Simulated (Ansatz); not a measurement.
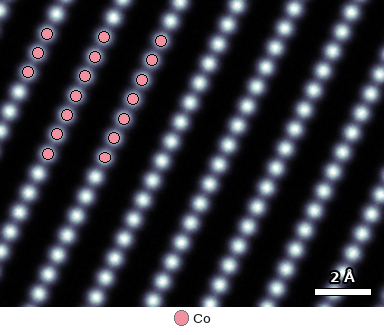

Z-contrast image of Co (Im-3m, No. 229) along [211]. Simulation: incoherent imaging, intensity Z^1.7 per atom, probe width 0.50 Å, thin sample. Shot noise was added. Model: the end point of a relaxation with Ansatz 0.2.0, DFT, PBEsol, plane waves (420 eV) with PAW, scalar-relativistic; the starting structure was generated, so it need not be a known form of this composition.

Coloured dots in one corner mark the columns of the model.

Q: What can be read from this image?

A: The columns repeat on a rectangular net of 0.79 × 1.93 Å (plane group p2mm). All columns are alike (Co). The shortest distance between visible columns is 0.79 Å in projection. Along the beam the structure repeats every 6.69 Å.
